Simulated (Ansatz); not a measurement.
Input structure:

```yaml
crystal:
  lattice:
    - [3.53803, 0.00000, 0.00000]
    - [-1.76902, 3.06403, 0.00000]
    - [0.00000, 0.00000, 11.38242]
  atoms:
    - { symbol: Y, position: [0.00000, 0.00000, 0.00000] }
    - { symbol: Y, position: [0.33333, 0.66667, 0.25000] }
    - { symbol: Y, position: [0.00000, 0.00000, 0.50000] }
    - { symbol: Y, position: [0.66667, 0.33333, 0.75000] }
```

> Summarise the structure in words.

The element is yttrium. It belongs to space group P6_3/mmc (No. 194) and has a primitive hexagonal lattice. The structure is of the kind named double hexagonal close-packed (α-La type). The cell holds four atoms. Each Y atom is coordinated by twelve Y at 3.50 to 3.54 Å. The bonds build a three-dimensional framework.

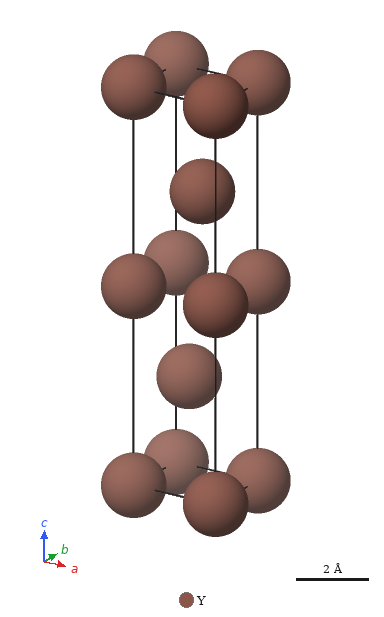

Drawn in the spheres-only manner and seen slightly off an axis. The wireframe shows the conventional unit cell.

The initial geometry was a structure listed in the Materials Project. The final geometry of a relaxation with Ansatz 0.2.0, DFT PBEsol, scalar-relativistic, plane waves, PAW is shown.
